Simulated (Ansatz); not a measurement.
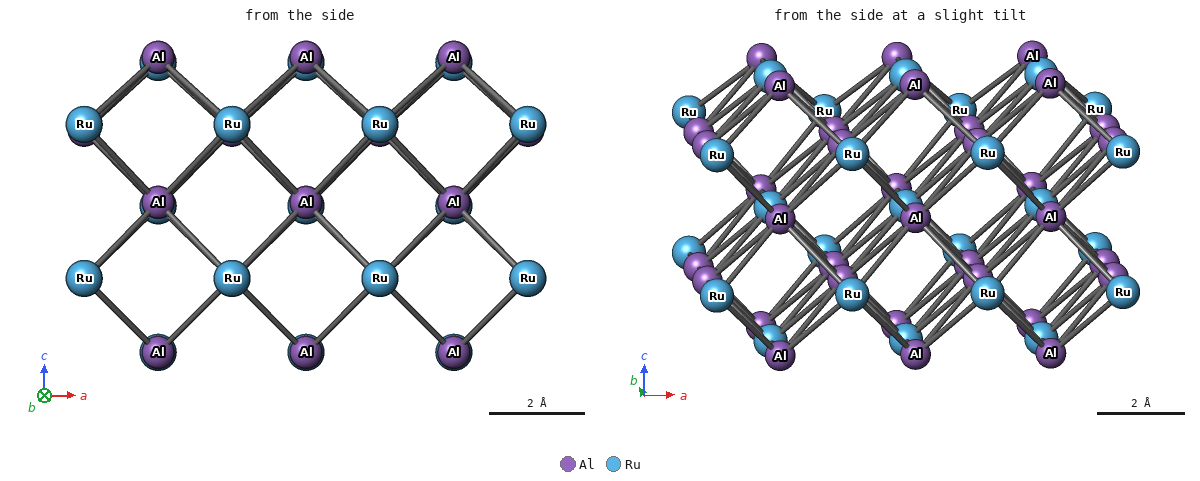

A ball-and-stick picture of a periodic slab, seen from the side and from the side at a slight tilt. The surface normal points up in side views; the vacuum is left out. 3×1 cells are drawn in the plane, with atoms at the edges repeated.

The cell holds 10 Al, 5 Ru. The slab was cut from bulk Al2Ru (I4/mmm).

### Give the termination of both faces.

The top face ends in Al and Ru, the bottom face in Al and Ru. The two faces are alike.

### Estimate the thickness.

About 6 Å from the lowest to the highest atom.

### Give the sequence of planes from the top.

Five planes: Al2Ru / Al2Ru / Al2Ru / Al2Ru / Al2Ru.

### Which lattice plane is parallel to the surface?

(1 0 0).

Calculation details: DFT r2SCAN, scalar-relativistic, plane waves, PAW in Ansatz 0.2.0; 500 eV cutoff, a 9×4×1 grid in reciprocal space, Gaussian smearing of 0.1 eV, no spin polarisation.

### How much energy takes an electron from the Fermi level to the vacuum on each side?

4.27 eV at the top and 4.36 eV at the bottom.

Starting structure: a structure listed in the Materials Project, from which a slab was cut. The atoms were relaxed in a fixed cell with DFT r2SCAN, scalar-relativistic, plane waves, PAW (Ansatz), but for six held in place.

At this level of theory the run's own cell isn't at rest (forces up to 1.5 eV/Å), so its distances can differ from those at equilibrium, the more so the softer the solid.
